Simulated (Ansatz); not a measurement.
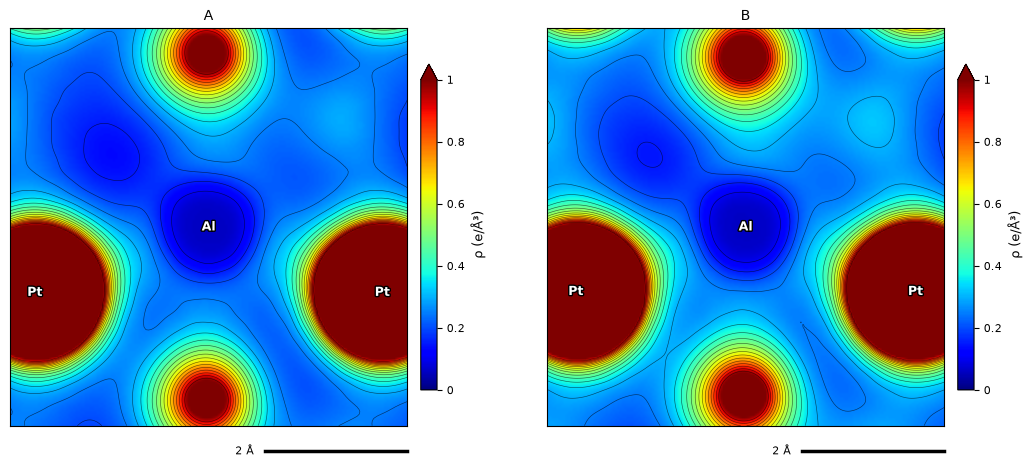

AlPt. The valence charge density (pseudo) of two cells that differ in size, on the (010) plane of each (indices in the axes of the calculation cell), at one length scale and on one colour scale: A has 14.5 Å³ an atom and B 13.6.

Space group P2₁3; a structure from a database of computed crystals, not necessarily the ambient phase.

All numbers below come from Ansatz 0.2.0, DFT PBEsol, scalar-relativistic, plane waves, PAW.

In a PAW calculation such maps are meaningful between the atoms, not at the nuclei.

Question: What changes from the larger cell to the smaller?

Answer: From the larger cell to the smaller, Al–Pt goes from 2.60 to 2.55 Å, and the density at its midpoint from 0.4 to 0.45 e/Å³; the pressure goes from −1.3 to 14 GPa.
